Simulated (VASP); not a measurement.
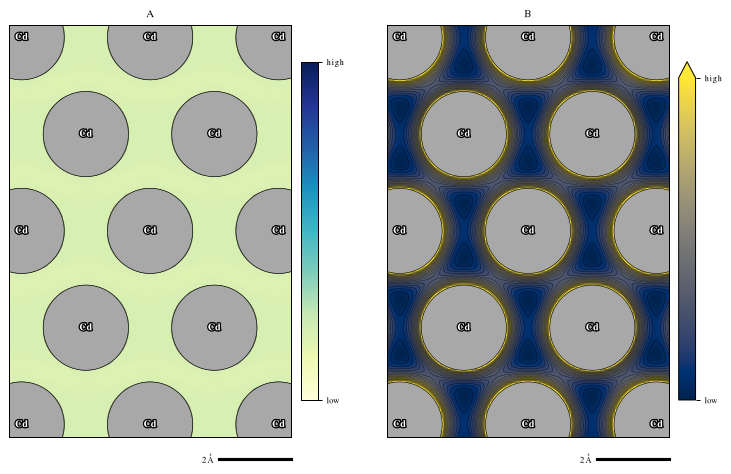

Cd: 2 fields on the (010) plane of the conventional cell, with unlabelled colour scales. Grey discs cover the atomic cores.

Space group Fmmm; a structure from a database of computed crystals, not necessarily the ambient phase; changed on purpose from its base cell (strain +0.1312 x Voigt [0, 0, 0, 1, 0, 0], atoms carried along).

Computed with Kohn-Sham DFT of a periodic cell, PBEsol, VASP PAW PBE potentials, recommended (VASP).

Match the panels to the quantities (electron localisation function and valence pseudo-density).

Panel A: electron localisation function. Panel B: valence pseudo-density. From the grid: Cd–Cd (3.23 Å): ρ is about 0.13 e/Å³ halfway; the ELF is about 0.15 at the midpoint: no localised pair shows between them.
